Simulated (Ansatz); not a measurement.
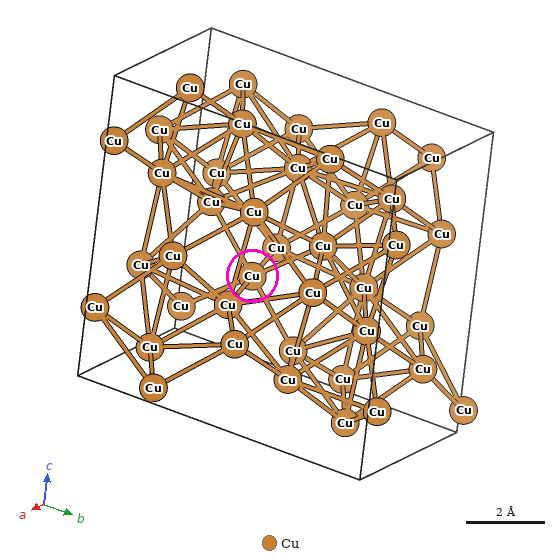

Ball-and-stick representation of a periodic structure, projected slightly off an axis. The frame is the supercell; atoms at its boundary are shown with their periodic copies. The host is Cu, in a cell of 32 sites, and the cell is neutral. A ring marks the defect's site.

Q: Where does the cell differ from the host, and how?

A: An interstitial copper atom. It is bonded to six Cu in an octahedral arrangement at about 2.2 Å. Not all metal-metal contacts are counted.

The atoms were relaxed in the host's cell with DFT PBE, scalar-relativistic, plane waves, PAW in Ansatz.
